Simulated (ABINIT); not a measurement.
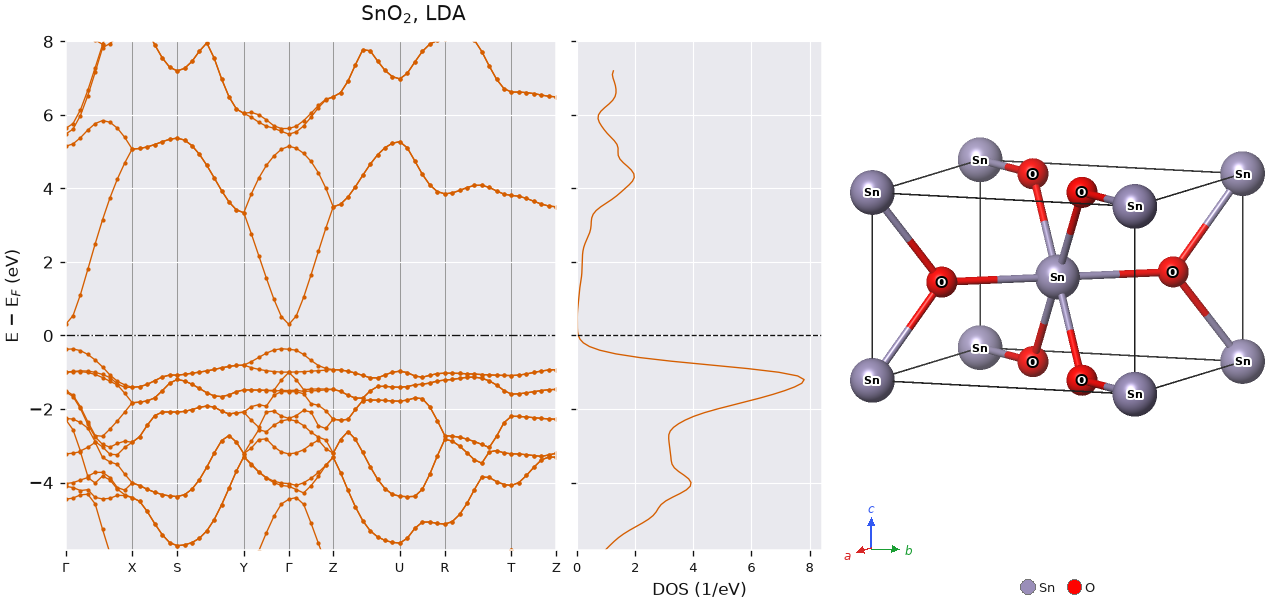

Band structure and density of states, beside the structure. Energies are counted from the Fermi level. The path runs straight from each named point to the next. The DOS curve is built from the levels of the k mesh with Gaussians 0.55 eV wide, which also blur the band edges; ripples of that width can come from the mesh.

The ABINIT input:

```
# Datasets: ground state, then fixed potential
ndtset 2

# Pseudopotentials
pp_dirpath "./"
pseudos "Sn.LDA_PW-JTH.xml, O.LDA_PW-JTH.xml"

# Structure
acell 3*1.0
rprim
     9.0480162436     0.0000000000     0.0000000000
     0.0000000000     9.1965071430     0.0000000000
     0.0000000000     0.0000000000     6.1244096178
ntypat 2
znucl 50 8
natom 6
typat 1 1 2 2 2 2
xcart
     0.0000000000     0.0000000000     0.0000000000
     2.3940020000     2.4332910000     1.6204490000
     3.3906010926     3.3042047816     0.0000000000
     0.9965990926     3.9956682184     1.6204490000
     3.7914049074     0.8709137816     1.6204490000
     1.3974029074     1.5623772184     0.0000000000 Angstrom
chkprim 0
chksymtnons 0
tolsym 1.0e-6

# Plane-wave basis
ecut 23.0
pawecutdg 45.0

# Exchange and correlation
ixc 7

# Bands and occupations
occopt 3
tsmear 0.05 eV

# SCF cycle
nstep 100

# Output
iomode 3
prtwf 0
prteig 0
prtebands 0
enunit 1
prtden1 1
prtvha1 1
prtvclmb1 1
prtpot1 1

# Dataset 1
kptopt1 1
ngkpt1 6 6 8
nshiftk1 1
shiftk1 0.0 0.0 0.0
nband1 32
tolvrs1 1.0e-9

# Dataset 2: bands along G-X-S-Y-G-Z-U-R-T-Z
iscf2 -2
getden2 1
nband2 38
nbdbuf2 4
tolwfr2 1.0e-11
kptopt2 -9
ndivsm2 6
prteig2 1
kptbounds2
     0.0000000000     0.0000000000     0.0000000000
     0.0000000000     0.0000000000     0.5000000000
     0.5000000000     0.0000000000     0.5000000000
     0.5000000000     0.0000000000     0.0000000000
     0.0000000000     0.0000000000     0.0000000000
     0.0000000000     0.5000000000     0.0000000000
     0.0000000000     0.5000000000     0.5000000000
     0.5000000000     0.5000000000     0.5000000000
     0.5000000000     0.5000000000     0.0000000000
     0.0000000000     0.5000000000     0.0000000000
```

System: SnO$_{2}$, space group Pnnm, 6 atoms in the cell.

Computed with ABINIT: LDA, JTH PAW LDA v2.0, no spin polarisation, no spin-orbit coupling, 6×6×8 k mesh, 626 eV cutoff, Fermi-Dirac smearing of 0.05 eV.

### Is there a gap? Give its size, its kind and where the band edges lie.

The material is gapped. The gap along this path is 0.66 eV, from the valence-band top between Y and Γ to the conduction-band bottom at Γ; the smallest direct gap, at Γ, is only slightly larger at 0.68 eV. At Γ the top valence band lies only 0.01 eV lower.

### How much do the top valence band and the lowest conduction band disperse along the path?

The top valence band spans 1.0 eV and the lowest conduction band 5.1 eV.

LDA, GGA and most meta-GGA functionals understate gaps. The cell is at −12 GPa in this functional. The usual form of SnO2 is rutile. In reduced coordinates of the cell that was run, X is (0, 0, 0.5), S is (0.5, 0, 0.5), Y is (0.5, 0, 0), Z is (0, 0.5, 0), U is (0, 0.5, 0.5), R is (0.5, 0.5, 0.5) and T is (0.5, 0.5, 0).
